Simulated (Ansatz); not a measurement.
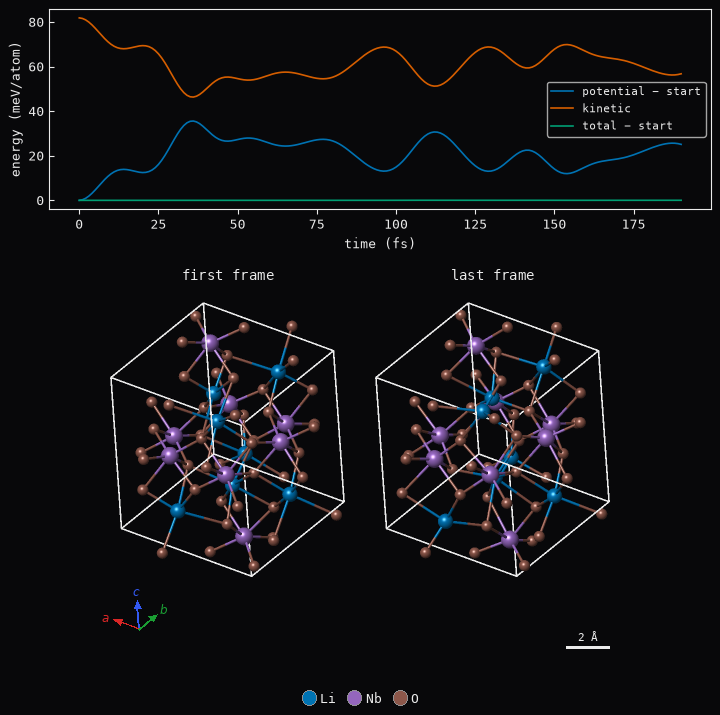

A Born-Oppenheimer molecular dynamics run of LiNbO₃ with a Li vacancy (39 atoms in the cell, charge -1), 190 fs long. It starts from the last geometry of an earlier run, with fresh velocities. A ball-and-stick model of the simulation cell, seen from a free direction. Bonds to atoms that aren't drawn are left out.

Theory: DFT r2SCAN, scalar-relativistic, plane waves, PAW in Ansatz. Set-up: plane-wave cutoff 500 eV; k-point mesh 1 × 1 × 1; Fermi-Dirac smearing 0.05 eV; constant energy (NVE); velocities drawn for 650 K; time step 1 fs.

**Check the integration.**

The total energy stays between 0 and 0.058 meV per atom of its start. A straight-line fit has a slope that amounts to −0.0017 meV per atom over 190 fs (under 0.1 % of the mean kinetic energy), its mean offset in the second half is under 0.1 %, and the ripple about the line is 0.2 % of the kinetic energy's fluctuation. With a drift under 2 % and a ripple under 7 %, the integration is accurate. Over the second half the temperature averages 494 K (spread ±41 K). The potential energy in the second half lies on average 19.7 meV per atom above the first frame.

Limits of the set-up: the periodic images lie only 7.8 Å apart, so the values are limited by the cell's size; the cell is charged, on a uniform background, and energies carry no finite-size correction.

The run took 29 min on 4 threads of Intel(R) Xeon(R) Platinum 8259CL CPU @ 2.50GHz (Skylake/Cascade Lake), on a shared host, peak memory 1.6 GiB.
